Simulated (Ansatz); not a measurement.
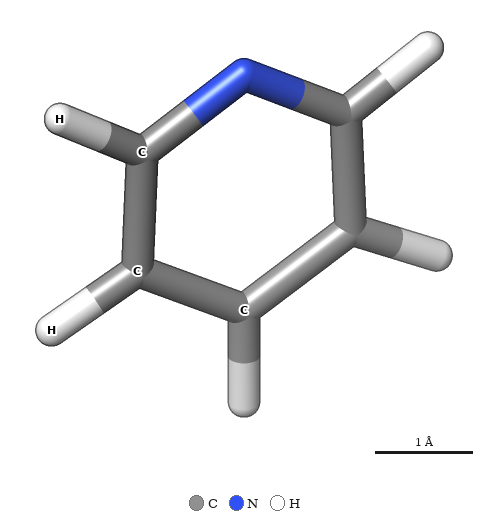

**Figure 1.** The structure (stick view, seen at a tilt). Bond lengths as drawn: C–C 1.39 Å, C–H 1.08 to 1.09 Å and C–N 1.33 Å.

# Run report: C5H5N, single-point calculation

C5H5N, multiplicity 3, computed with UKS r2SCAN-d4/ANO-RCC-VTZP (Ansatz 0.2.0).

The geometry comes from this level: PBE0-D4/def2-TZVP. Figures and captions count atoms from 1; the log counts them from 0 in places.

The input:
```yaml
crystal:
  periodic: [false, false, false]
  atoms:
    - {symbol: C, position_ang: [-0.662151, -0.770735, -0.612491]}
    - {symbol: C, position_ang: [-0.415620, -0.970081, 0.735757]}
    - {symbol: C, position_ang: [0.371468, -0.045531, 1.406837]}
    - {symbol: N, position_ang: [0.904800, 1.024802, 0.828452]}
    - {symbol: C, position_ang: [0.660635, 1.204214, -0.464909]}
    - {symbol: C, position_ang: [-0.112183, 0.341291, -1.228299]}
    - {symbol: H, position_ang: [-1.272178, -1.469780, -1.173482]}
    - {symbol: H, position_ang: [-0.823352, -1.824612, 1.262319]}
    - {symbol: H, position_ang: [0.583604, -0.173301, 2.465025]}
    - {symbol: H, position_ang: [1.106277, 2.085679, -0.918235]}
    - {symbol: H, position_ang: [-0.275999, 0.540854, -2.280476]}
basis:
  gaussian: {orbitals: ANO-RCC-VTZP}
magnetization: {spin_polarized: true, initial_magnetization: 2}
hamiltonian: {xc: {name: r2SCAN}, dispersion: d4}
output: {forces: true}
```

Run as:
```bash
ansatz run in.yaml --threads 4 --pin off --events-out ev --progress --plain --max-ram 10444MiB
```

The program's output:
```
Functional definition: r2SCAN
  name "r2SCAN"
  cite "Furness, Kaplan, Ning, Perdew & Sun, J. Phys. Chem. Lett. 11, 8208 (2020) doi:10.1021/acs.jpclett.0c02405"
  cite "Furness, Kaplan, Ning, Perdew & Sun, J. Phys. Chem. Lett. 11, 9248 (2020) doi:10.1021/acs.jpclett.0c03077"
  parent r2scan
  parameter k0 = 0.174
  parameter k1 = 0.065
  parameter a1 = 4.9479
  exchange = r2scan_x(k0 = k0, k1 = k1, a1 = a1)
  correlation = r2scan_c
1559 factors; their error is unknown
mean field evaluation 1: about -6743.0794 eV, gradient 4.7e1 eV
mean field evaluation 2: about -6717.9202 eV, gradient 8.0e1 eV
mean field evaluation 4: about -6751.0265 eV, gradient 2.4e1 eV
mean field evaluation 8: about -6753.7322 eV, gradient 6.7e-1 eV
mean field evaluation 16: about -6753.6934 eV, gradient 7.9e-3 eV
mean field evaluation 32: about -6752.2707 eV, gradient 1.0e1 eV
mean field evaluation 64: about -6753.5020 eV, gradient 8.8e-6 eV
mean field -6753.69334771 eV, -248.1936527106 hartree, gradient 2.3e-5 eV, S^2 2.029153; 10 other end points of the search recorded, 0 dependent functions left out
the calculation of the forces begins
reference -6753.69336774 eV, -248.1936534467 hartree; 22, 20 occupied and 228, 230 virtual orbitals, 1559 factors
Total energy: -6753.75852646 eV, -248.1960479856 hartree
Relativity: scalar
Atom 0 at    -0.662151    -0.770735    -0.612491 Å, force    -0.933131    -1.069297    -0.858109 eV/Å
Atom 1 at    -0.415620    -0.970081     0.735757 Å, force     0.588734     0.623082     0.661369 eV/Å
Atom 2 at     0.371468    -0.045531     1.406837 Å, force    -0.285354    -1.731377     3.006331 eV/Å
Atom 3 at     0.904800     1.024802     0.828452 Å, force    -0.842016    -0.964755    -0.774243 eV/Å
Atom 4 at     0.660635     1.204214    -0.464909 Å, force     0.599027     2.090609    -2.717901 eV/Å
Atom 5 at    -0.112183     0.341291    -1.228299 Å, force     0.621216     0.763369     0.451248 eV/Å
Atom 6 at    -1.272178    -1.469780    -1.173482 Å, force     0.037134     0.042577     0.034179 eV/Å
Atom 7 at    -0.823352    -1.824612     1.262319 Å, force     0.184043     0.175814     0.250865 eV/Å
Atom 8 at     0.583604    -0.173301     2.465025 Å, force    -0.097611    -0.142680    -0.017920 eV/Å
Atom 9 at     1.106277     2.085679    -0.918235 Å, force    -0.078131    -0.058626    -0.143771 eV/Å
Atom 10 at    -0.275999     0.540854    -2.280476 Å, force     0.206089     0.271283     0.107951 eV/Å
Dipole moment:     0.043408     0.049722     0.039906 e Å
```

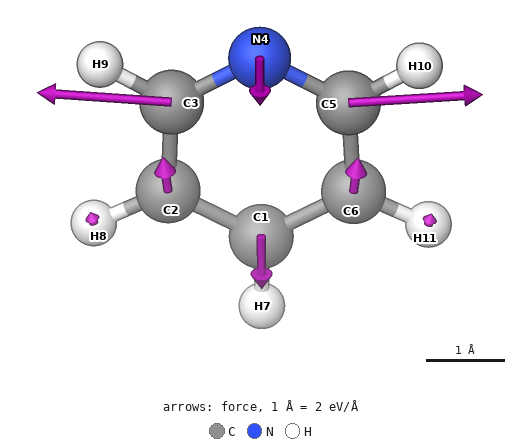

**Figure 2.** Forces on the atoms as pink arrows (ball-and-stick view, seen at a tilt; atoms are numbered from 1 in the order of the input); the smallest are left out. The largest act on C3, C5 (3.48 eV/Å); C1 (1.66 eV/Å); N4 (1.50 eV/Å); C2, C6 (1.08 eV/Å). The geometry is not a stationary point of this energy.

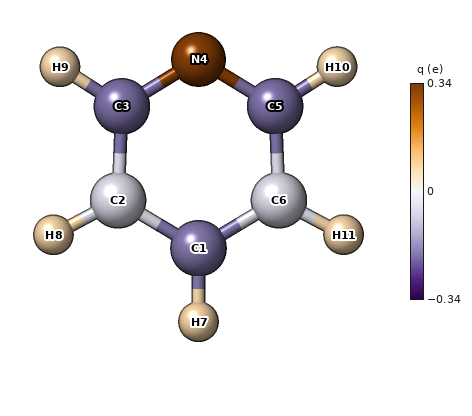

**Figure 3.** Mulliken charges, as the colour of each atom (ball-and-stick view, seen on its broad side; atoms are numbered from 1 in the order of the input). By element: C −0.20 to −0.05, N +0.33 and H +0.07 to +0.08 e.

Results in brief:

```tsv
quantity	value
outcome	converged
total energy	−6753.7585 eV
mean-field energy	−6753.6934 eV
dispersion energy	−0.0652 eV
⟨S²⟩	2.029
SCF solution under orbital rotations	stable
largest force (length of the vector)	3.481 eV/Å
dipole moment	0.37 D
hardware	4 threads of Arm Neoverse N1, 23 GiB of memory available, shared host
wall time	88 s (CPU time 5.6 min)
peak memory	1.3 GiB
```
